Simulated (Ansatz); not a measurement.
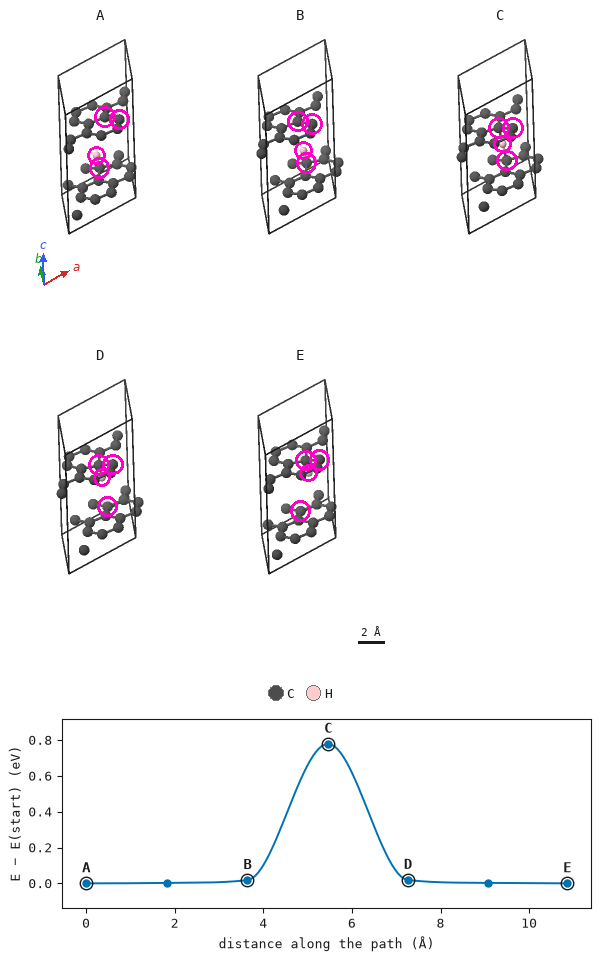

NEB run on a defect cell of composition HC28 (29 atoms in the cell). Images are numbered from 0 (start) to 6 (end). Frames A to E are images 0, 2, 3, 4, 6. Style: ball-and-stick. Shown: the reduced simulation cell (origin moved), from a free direction. The atoms that move most are ringed. Lengths and directions refer to the drawn axes. Bonds to atoms that aren't drawn are left out.

Computed with Ansatz, DFT PBE, scalar-relativistic, plane waves, PAW. Set-up: plane-wave cutoff 420 eV; k-point mesh 4 × 4 × 4; Gaussian smearing 0.1 eV; 5 movable images; climbing image.

Describe the mechanism and the energy profile.

The H atom travels furthest, 2.02 Å from end to end, along [2 −1 2], on a path that bends up to 0.35 Å away from the straight line. At the highest image its nearest neighbour (C) is 1.49 Å away, against 1.13 Å at the start, and the surrounding atoms stand up to 0.88 Å off the mean of their end positions. Breaking: C–H (1.13 → 3.21 Å). Forming: C–H (3.22 → 1.13 Å). The two ends have the same energy, and the highest point, image 3, lies 0.78 eV above the start. The band converged in 14 iterations, with a climbing image at the top.

Limits of the set-up: the periodic images lie only 6.5 Å apart, so the values are limited by the cell's size.

The run took 40 min on 4 threads of AMD EPYC 7R13 Processor (Zen 3), with other jobs on the host, peak memory 4 GiB.
